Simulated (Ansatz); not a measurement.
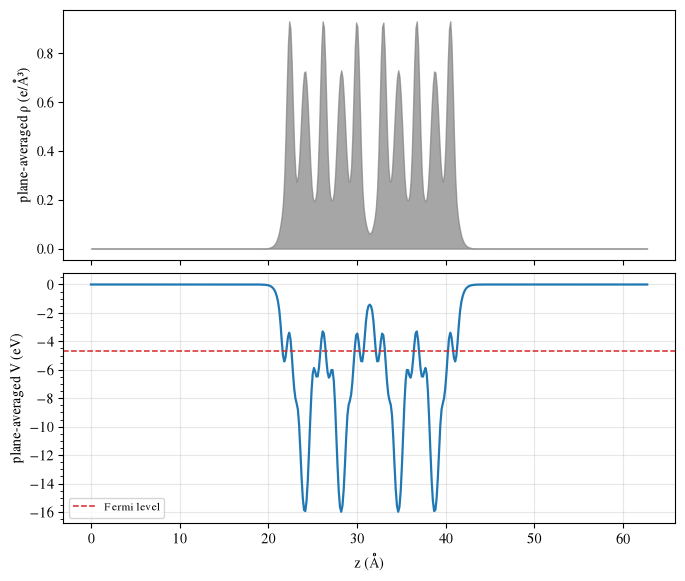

Figure. Bi2Te3 (slab). Plane average of the electrostatic potential (local pseudopotential plus Hartree) felt by an electron and of the valence electron density across the slab.

All numbers below come from Ansatz, DFT PBE+D3(BJ), scalar-relativistic, plane waves, PAW.

Core electrons are frozen (PAW), and the valence fields are smoothed inside the atomic spheres.

**How far above the Fermi level of the calculation is the vacuum level?**

4.7 eV. The slab has a gap, so the Fermi level lies inside it and this isn't a work function in the metallic sense.

**What are the slab's thickness and the vacuum gap?**

The outermost nuclei are 18.1 Å apart, in 10 atomic planes; the vacuum between periodic images is 44.8 Å wide.
